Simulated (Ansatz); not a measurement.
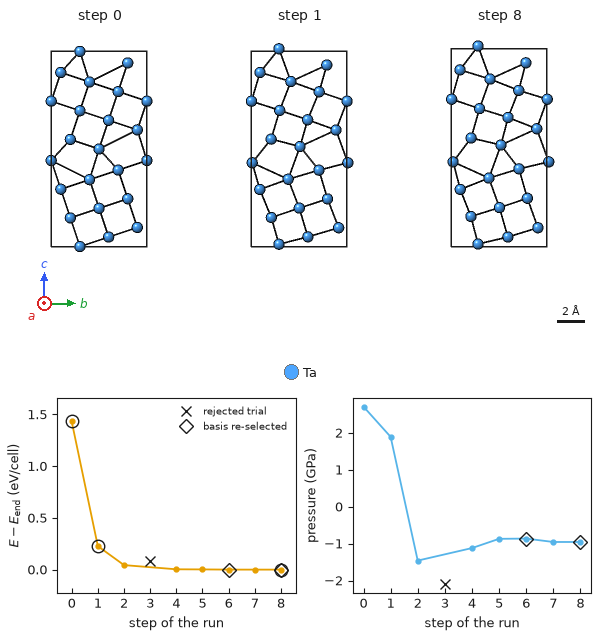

Frames of a relaxation of an interface cell of composition Ta, marked on the history of the run. The picture is a ball-and-stick view of the cell of the calculation (origin shifted), seen along the a axis.

Case: symmetric tilt boundary Sigma 5 (2 1 0), mirror between planes, shift [0, 0.5].

Level of theory: DFT PBEsol, scalar-relativistic, plane waves, PAW in Ansatz. Set-up: plane-wave cutoff 420 eV; k-point mesh 10 × 6 × 3; occupations gaussian; smearing width 0.1 eV; no spin polarisation; cell relaxed at fixed a, b, alpha, beta, gamma; force threshold 0.02 eV/Å; at most 60 steps.

### What happens along the run?

The largest moves relative to the cell, 0.24 Å, are those of Ta atoms. The drawn cell changes as follows: a unchanged at 3.281 Å, b unchanged at 7.335 Å, c 14.971 → 15.187 Å (+1.4 %); the volume changes by +1.4 %. Some distances before and after: Ta–Ta 3.281 → 3.015 Å, Ta–Ta 2.462 → 2.701 Å, Ta–Ta 2.841 → 2.730 Å, Ta–Ta 2.731 → 2.819 Å. After 5 accepted moves (8 points after the start) the energy has fallen by 1.432 eV per cell of the calculation. The largest force component goes from 2.7 to 0.0024 eV/Å. The pressure goes from 2.71 to −0.96 GPa. The line search rejected the trial step at point 3 of the run. At 2 points the geometry stayed and the basis and grid were re-selected for the new cell (energy shift of 1.9 meV per cell of the calculation at most each time). From step 0 to 1: Ta atoms move most (0.19 Å), volume +0.1 %, energy −1.205 eV per cell of the calculation. From step 1 to 8: Ta atoms move most (0.07 Å), volume +1.3 %, energy −0.227 eV per cell of the calculation.

```json
{"step": "0", "E − E(0), meV/atom": "0.00", "largest force component, eV/Å": "2.6841", "pressure, GPa": "2.71", "volume, Å³/atom": "18.013", "note": ""}
{"step": "1", "E − E(0), meV/atom": "-60.25", "largest force component, eV/Å": "0.7619", "pressure, GPa": "1.89", "volume, Å³/atom": "18.036", "note": ""}
{"step": "2", "E − E(0), meV/atom": "-69.42", "largest force component, eV/Å": "0.3064", "pressure, GPa": "-1.46", "volume, Å³/atom": "18.316", "note": ""}
{"step": "3", "E − E(0), meV/atom": "-67.68", "largest force component, eV/Å": "0.3184", "pressure, GPa": "-2.11", "volume, Å³/atom": "18.418", "note": "rejected"}
{"step": "4", "E − E(0), meV/atom": "-71.45", "largest force component, eV/Å": "0.0441", "pressure, GPa": "-1.12", "volume, Å³/atom": "18.288", "note": ""}
{"step": "5", "E − E(0), meV/atom": "-71.50", "largest force component, eV/Å": "0.0129", "pressure, GPa": "-0.87", "volume, Å³/atom": "18.265", "note": ""}
{"step": "6", "E − E(0), meV/atom": "-71.60", "largest force component, eV/Å": "0.0130", "pressure, GPa": "-0.86", "volume, Å³/atom": "18.265", "note": "same geometry, new basis"}
{"step": "7", "E − E(0), meV/atom": "-71.60", "largest force component, eV/Å": "0.0024", "pressure, GPa": "-0.96", "volume, Å³/atom": "18.273", "note": ""}
{"step": "8", "E − E(0), meV/atom": "-71.60", "largest force component, eV/Å": "0.0024", "pressure, GPa": "-0.96", "volume, Å³/atom": "18.273", "note": "same geometry, new basis"}
```
